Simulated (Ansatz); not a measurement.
# GeSe: a changed input and its effect

System: GeSe (Pnma, 8 atoms in the cell).
Method of run A: DFT, PBE, plane waves, PAW, no spin polarisation (Ansatz 0.2.0).

The structure derives from a Materials Project entry. The geometry comes from this level: r2SCAN (a point of a series of strains). Text and figures count atoms from 1; the logs count them from 0 in places.

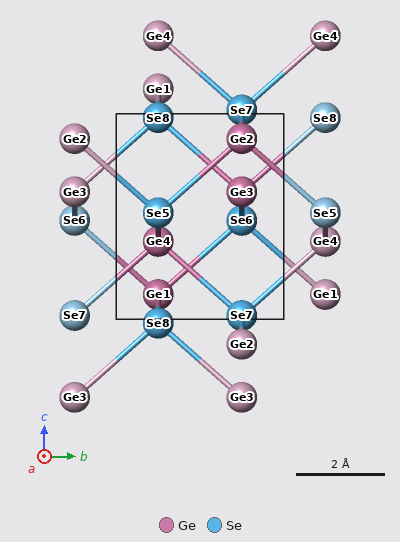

The structure (ball-and-stick view of the cell of the calculation, along the a axis; neighbours outside the cell are drawn fainter; atoms are numbered from 1 in the order of the input). An atom can appear more than once, as a periodic image. Near neighbours in the periodic cell (some may lie outside the picture): Ge has 3 Se at 2.56 to 2.57 Å; Se has 3 Ge at 2.56 to 2.57 Å.

**Input file, run A**
```yaml
crystal:
  lattice:
    - [11.3517967493, 0.0, 0.0]
    - [0.0, 3.8319368184, 0.0]
    - [0.0, 0.0, 4.7135876113]
  atoms:
    - { symbol: Ge, position: [0.1308258822, 0.25, 0.1209597354] }
    - { symbol: Ge, position: [0.8691741178, 0.75, 0.8790402646] }
    - { symbol: Ge, position: [0.3691741178, 0.75, 0.6209597354] }
    - { symbol: Ge, position: [0.6308258822, 0.25, 0.3790402646] }
    - { symbol: Se, position: [0.8484267955, 0.25, 0.5187728465] }
    - { symbol: Se, position: [0.1515732045, 0.75, 0.4812271535] }
    - { symbol: Se, position: [0.6515732045, 0.75, 0.0187728465] }
    - { symbol: Se, position: [0.3484267955, 0.25, 0.9812271535] }
kpoints:
  mp_grid: { grid: [2, 6, 6] }
  band_path:
    path:
      - [0.0, 0.0, 0.0]
      - [0.5, 0.0, 0.0]
      - [0.5, 0.5, 0.0]
      - [0.0, 0.5, 0.0]
      - [0.0, 0.0, 0.5]
      - [0.5, 0.0, 0.5]
      - [0.5, 0.5, 0.5]
      - [0.0, 0.5, 0.5]
      - [0.0, 0.442708, 0.151042]
    npoints: 1
hamiltonian:
  xc: pbe
scf:
  occupations: { method: fermi_dirac, width: 0.02 }
  n_extra_bands: 6
output:
  forces: true
  stress: true
  eigenvalues: true
```

Launched with:
```bash
ansatz run input.yaml --threads 2 --pin off --max-ram 18432MiB --backend cpu --events-out ev --progress --plain --runs-dir out
```

Hardware: 2 threads of AMD EPYC (Zen 3), 264 GiB of memory available, shared host.

**Output, shortened to warnings, some set-up lines, iterations and results (run A)**
```
Basis set: ecut = 420 eV, 3999 PW (Γ), exchange–correlation on 160×54×64 points (8 copies of the dense FFT grid, shifted against one another)
Symmetry: 8 space group operations
k-points: 32 of 72
Initial density: superposition of atomic densities (neutral atoms: chi_scale 0, normalization atom), corrected by the library's trained network
[...]
SCF iter   1: F=—  HF=-39058.011884 eV  |F-HF|=—  |Δ(HF+E_count)|=         —  Δρ=1.48e-3  dr2=6.32e-3  ethr=1.77e-3  ⟨swp⟩=6.1  Hψ=7481  notcnv=0
SCF iter   2: F=—  HF=-39058.009835 eV  |F-HF|=—  |Δ(HF+E_count)|=   2.05e-3  Δρ=8.27e-4  dr2=1.74e-3  ethr=5.27e-6  ⟨swp⟩=2.3  Hψ=3617  notcnv=0  defer=56
SCF iter   3: F=—  HF=-39058.010362 eV  |F-HF|=—  |Δ(HF+E_count)|=   5.27e-4  Δρ=2.86e-4  dr2=1.60e-4  ethr=1.45e-6  ⟨swp⟩=2.0  Hψ=3470  notcnv=0  defer=56
SCF iter   4: F=—  HF=-39058.010272 eV  |F-HF|=—  |Δ(HF+E_count)|=   9.04e-5  Δρ=1.19e-4  dr2=3.77e-5  ethr=1.34e-7  ⟨swp⟩=2.0  Hψ=3335  notcnv=0  defer=56
SCF iter   5: F=—  HF=-39058.010302 eV  |F-HF|=—  |Δ(HF+E_count)|=   3.03e-5  Δρ=3.73e-5  dr2=3.11e-6  ethr=3.14e-8  ⟨swp⟩=2.0  Hψ=3335  notcnv=0  defer=56
SCF iter   6: F=—  HF=-39058.010303 eV  |F-HF|=—  |Δ(HF+E_count)|=   1.46e-6  Δρ=1.23e-5  dr2=4.47e-7  ethr=2.59e-9  ⟨swp⟩=2.0  Hψ=3975  notcnv=0  defer=56
SCF iter   7: F=-39058.010303 eV  HF=-39058.010303 eV  |F-HF|=1.25e-8  |Δ(HF+E_count)|=   5.17e-8  Δρ=5.08e-6  dr2=5.98e-8  ethr=8.33e-11  ⟨swp⟩=7.1  Hψ=9050  notcnv=0
SCF 1 converged in 7 iterations: F = -39058.010303 eV  dr2 = 5.98e-8
NSCF: frozen V_eff on 9 k-points
SCF converged after 7 iterations
Free energy (F): -39058.010303 eV
Harris-Foulkes:  -39058.010303 eV  (|F-HF|=1.25e-8)
Internal energy: -39058.010303 eV  (E = F + TS)
E sigma→0 (E₀):  -39058.010303 eV
Fermi energy:    7.712375 eV
--- Per-component energies (eV) ---
  E_band       = -2240.347281
  E_kinetic    = 909.372447
  E_local      = -20061.954498  (includes V_loc(G=0)·N_el)
  E_nonlocal   = -725.379895
  E_hartree    = 9312.666951
  E_xc         = -716.503765
  E_vxc        = -646.585437  (∫ρ·V_xc dr)
  E_paw        = -15705.777449  (= ΣΔE_a)
  E_vpaw       = -341.141710  (= ΣTr[D̂ρ^β])
  E_aug_tail   = -0.001194  (compensation charges beyond the density's cutoff)
  E_ewald      = -12070.432901
  E_smearing   = -0.000000  (= −TS)
  E_closure    = -0.000000  (closes the sum)
  Σ components = -39058.010303   (vs F -39058.010303, Δ=0.00e0)
--- Forces (eV/Å), atoms counted from 1 ---
  atom   1  Ge    -0.19146846    -0.00000000    -0.16941618
  atom   2  Ge     0.19146846     0.00000000     0.16941618
  atom   3  Ge     0.19146846    -0.00000000    -0.16941618
  atom   4  Ge    -0.19146846     0.00000000     0.16941618
  atom   5  Se     0.13390576    -0.00000000    -0.17340790
  atom   6  Se    -0.13390576     0.00000000     0.17340790
  atom   7  Se    -0.13390576    -0.00000000    -0.17340790
  atom   8  Se     0.13390576     0.00000000     0.17340790
  max |Σ_I F_I| component: 2.78e-17 eV/Å
--- Stress (GPa, compression-positive) ---
        0.963405       0.000000      -0.000000
        0.000000       0.602253      -0.000000
       -0.000000      -0.000000       0.600042
  P = ⅓ Tr σ = 0.7219 GPa (7.219 kbar)
```

The input of run B differs as follows (lines with − go, lines with + come):
```diff
-  xc: pbe
+  xc: r2scan
-  occupations: { method: fermi_dirac, width: 0.02 }
+  occupations: { method: fixed }
```

How does run B compare with run A?

The total energies belong to different methods, so their difference says nothing on which is more stable or more accurate. The gap on the mesh goes from 1.01 to 1.24 eV. The pressure goes from 0.72 to −0.73 GPa. The largest force goes from 0.256 to 0.002 eV/Å. The functional changes from PBE to r2SCAN. The SCF takes 8 iterations against 7. The default cutoff goes from 420 to 500 eV with the change. The plane waves at Γ go from 3999 to 5169. On the same kind of shared host run B took about 2.1 times as long.

**Output, shortened to warnings, some set-up lines, iterations and results (run B)**
```
Basis set: ecut = 500 eV, 5169 PW (Γ), exchange–correlation on 360×120×144 points (64 copies of the dense FFT grid, shifted against one another)
Symmetry: 8 space group operations
k-points: 32 of 72
Initial density: superposition of atomic densities (neutral atoms: chi_scale 0, normalization atom), corrected by the library's trained network
[...]
SCF iter   1: F=—  HF=-39125.692822 eV  |F-HF|=—  |Δ(HF+E_count)|=         —  Δρ=5.43e-3  dr2=4.47e-2  dr2_τ=1.38e-2  ethr=1.77e-3  ⟨swp⟩=5.0  Hψ=6635  notcnv=0  defer=114
SCF iter   2: F=—  HF=-39125.715334 eV  |F-HF|=—  |Δ(HF+E_count)|=   2.25e-2  Δρ=2.53e-3  dr2=1.45e-2  dr2_τ=1.53e-4  ethr=3.72e-5  ⟨swp⟩=2.0  Hψ=4553  notcnv=0  defer=119
SCF iter   3: F=—  HF=-39125.715433 eV  |F-HF|=—  |Δ(HF+E_count)|=   9.91e-5  Δρ=1.25e-3  dr2=3.13e-3  dr2_τ=3.58e-5  ethr=1.21e-5  ⟨swp⟩=2.1  Hψ=2685  notcnv=0  defer=119
SCF iter   4: F=—  HF=-39125.715835 eV  |F-HF|=—  |Δ(HF+E_count)|=   4.02e-4  Δρ=2.60e-4  dr2=1.28e-4  dr2_τ=3.46e-6  ethr=2.61e-6  ⟨swp⟩=2.0  Hψ=3369  notcnv=0  defer=119
SCF iter   5: F=—  HF=-39125.715888 eV  |F-HF|=—  |Δ(HF+E_count)|=   5.27e-5  Δρ=1.06e-4  dr2=2.55e-5  dr2_τ=6.67e-7  ethr=1.06e-7  ⟨swp⟩=2.0  Hψ=3972  notcnv=0  defer=60
SCF iter   6: F=—  HF=-39125.715941 eV  |F-HF|=—  |Δ(HF+E_count)|=   5.29e-5  Δρ=2.72e-5  dr2=1.95e-6  dr2_τ=3.34e-8  ethr=2.12e-8  ⟨swp⟩=2.0  Hψ=3972  notcnv=0  defer=60
SCF iter   7: F=—  HF=-39125.715942 eV  |F-HF|=—  |Δ(HF+E_count)|=   1.06e-6  Δρ=1.06e-5  dr2=2.73e-7  dr2_τ=8.81e-9  ethr=1.62e-9  ⟨swp⟩=2.0  Hψ=2692  notcnv=0  defer=60
SCF iter   8: F=-39125.715942 eV  HF=-39125.715942 eV  |F-HF|=4.70e-9  |Δ(HF+E_count)|=   1.87e-8  Δρ=2.94e-6  dr2=2.10e-8  dr2_τ=2.44e-10  ethr=8.33e-11  ⟨swp⟩=9.7  Hψ=8657  …
SCF 1 converged in 8 iterations: F = -39125.715942 eV  dr2 = 2.10e-8
NSCF: frozen V_eff on 9 k-points
SCF converged after 8 iterations
Free energy (F): -39125.715942 eV
Harris-Foulkes:  -39125.715942 eV  (|F-HF|=4.70e-9)
Internal energy: -39125.715942 eV  (E = F + TS)
E sigma→0 (E₀):  -39125.715942 eV
Fermi energy:    6.990110 eV
--- Per-component energies (eV) ---
  E_band       = -2334.524682
  E_kinetic    = 908.017026
  E_local      = -20068.483308  (includes V_loc(G=0)·N_el)
  E_nonlocal   = -718.614806
  E_hartree    = 9318.383912
  E_xc         = -666.058857
  E_vxc        = -689.706097  (∫ρ·V_xc dr)
  E_paw        = -15817.124083  (= ΣΔE_a)
  E_vpaw       = -438.782254  (= ΣTr[D̂ρ^β])
  E_aug_tail   = -0.000782  (compensation charges beyond the density's cutoff)
  E_vtau       = 36.277211  (kinetic-family band-sum trace: ∫τ·v_τ [+ j·A + Jᵃ·Aᵃ] dr)
  E_ewald      = -12070.432901
  E_core_change = -11.402144  (= ΣΔE_core)
  E_smearing   = -0.000000  (= −TS)
  E_closure    = -0.000000  (closes the sum)
  Σ components = -39125.715942   (vs F -39125.715942, Δ=0.00e0)
--- Forces (eV/Å), atoms counted from 1 ---
  atom   1  Ge     0.00045670    -0.00000000    -0.00074940
  atom   2  Ge    -0.00045670     0.00000000     0.00074940
  atom   3  Ge    -0.00045670    -0.00000000    -0.00074940
  atom   4  Ge     0.00045670     0.00000000     0.00074940
  atom   5  Se    -0.00167516    -0.00000000    -0.00107269
  atom   6  Se     0.00167516     0.00000000     0.00107269
  atom   7  Se     0.00167516    -0.00000000    -0.00107269
  atom   8  Se    -0.00167516     0.00000000     0.00107269
  max |Σ_I F_I| component: 4.34e-19 eV/Å
--- Stress (GPa, compression-positive) ---
       -0.421487       0.000000       0.000000
        0.000000      -1.158428      -0.000000
        0.000000      -0.000000      -0.617234
  P = ⅓ Tr σ = -0.7324 GPa (-7.324 kbar)
```

**The two runs side by side**

| quantity | run A | run B |
| --- | --- | --- |
| outcome | converged | converged |
| free energy per atom (eV) | −4882.2513 | −4890.7145 |
| gap on the mesh (eV) | 1.01 | 1.24 |
| pressure (GPa) | 0.72 | −0.73 |
| largest force (eV/Å) | 0.256 | 0.002 |
| SCF iterations | 7 | 8 |
| irreducible k-points | 32 | 32 |
| plane waves at Γ | 3999 | 5169 |
| wall time (shared host) | 11 s | 22 s |
